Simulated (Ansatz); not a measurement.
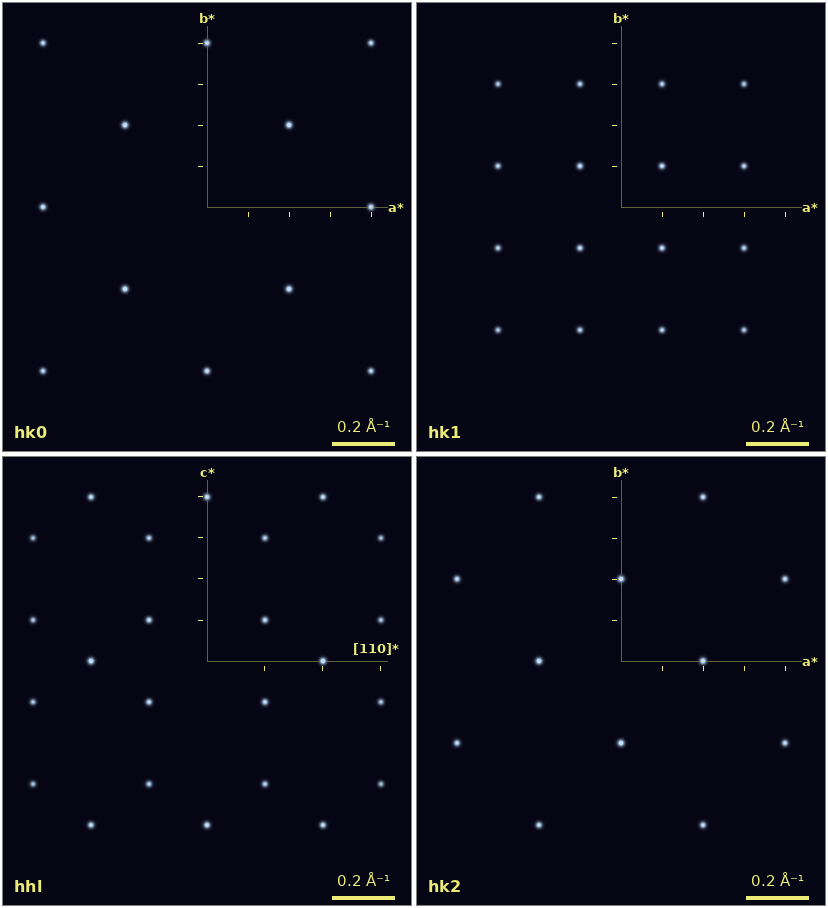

Four undistorted layers of reciprocal space, calculated for a single crystal (X-rays, kinematic |F|², B = 0.5 Å²). Tick marks count the reciprocal lattice steps of the conventional cell along each axis.

> What cell do the layers give?

a* = 0.134, b* = 0.134, c* = 0.134 Å⁻¹; the cell is cubic with a = 7.46 Å.

> Which reflection conditions do the layers show?

Reflections are present only under these conditions. hkl: h + k = 2n, h + l = 2n; hk0: h = 2n, h + k = 4n; hhl: h + l = 2n; h00: h = 4n. The lattice is face-centred (F). Further gaps, such as 2 2 2, 4 4 2, come from atoms on special positions, not from the group's general conditions.

> Which space groups fit?

The intensities have Laue symmetry m-3m (the hk0 layer shows 4mm, hk1 shows 4mm). With these conditions only Fd-3m (No. 227) fits. The compound is Y. Structure: the end point of a relaxation with DFT, RPBE, plane waves (420 eV) with PAW, scalar-relativistic (Ansatz); the starting structure was generated, so it need not be a known form of this composition.
